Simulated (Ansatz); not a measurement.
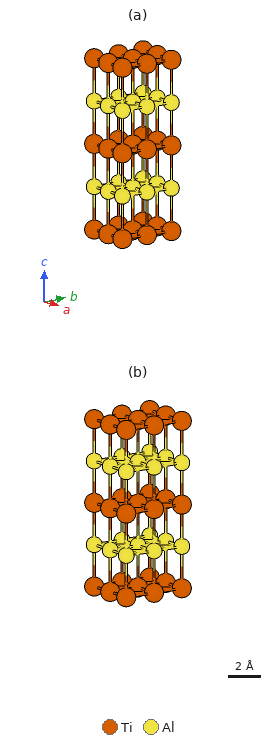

The structure of crystalline TiAl (a generated structure, set up in P6/mmm) (coarse preliminary run) before (top) and after (bottom) a relaxation, at one scale.

A ball-and-stick model of the cell of the calculation, repeated 2 × 2 × 2 with one cell outlined, seen slightly off an axis.

Level of theory: Ansatz, DFT PBE, scalar-relativistic, plane waves, PAW.

Input file:
```yaml
crystal:
  lattice:
    - [2.47284535, 0.0, 0.0]
    - [-1.23642267, 2.14154689, 0.0]
    - [0.0, 0.0, 5.47170585]
  atoms:
    - { symbol: Ti, position: [0.0, 0.0, 0.0] }
    - { symbol: Al, position: [0.0, 0.0, 0.5] }
basis:
  ecutwfc: 420
kpoints:
  mp_grid: { grid: [6, 6, 4] }
hamiltonian:
  xc: pbe
scf:
  occupations: { method: gaussian, width: 0.1 }
  lower_state_search: "off"
output:
  forces: true
  stress: true
  eigenvalues: true
relax:
  adjacent_minimum: "off"
  f_tol: 0.04
  max_steps: 70
  cell: { stress_tol: 0.4 }
```

Command:
```bash
ansatz run input.yaml --threads 1 --pin off --max-ram 2560MiB --backend cpu --events-out ev --progress --plain --runs-dir out
```

**What changed between the two?**

The energy falls by 503 meV per atom in 5 accepted moves (7 points after the start). All forces vanish by symmetry, so only the cell relaxes. The pressure goes from 31.37 to 0.11 GPa. At 2 points the geometry stayed and the basis and grid were re-selected for the new cell (energy shift of 8.5 meV per atom at most each time). No atom moves by more than 0.005 Å relative to the cell. The volume changes by +26.0 %, with a = b 2.473 → 2.808 Å (+13.6 %), c 5.472 → 5.347 Å (−2.3 %). Among the contacts that change: Al2–Al2 2.473 → 2.808 Å, Ti1–Ti1 2.473 → 2.808 Å, Ti1–Al2 2.736 → 2.673 Å. The space group stays P6/mmm (No. 191). The run took 9.8 s on 1 thread of Intel(R) Xeon(R) Processor @ 2.70GHz (shared host), peak memory 0.32 GiB.

Limits of the set-up: the k-point mesh is coarse for a cell with partly filled bands.
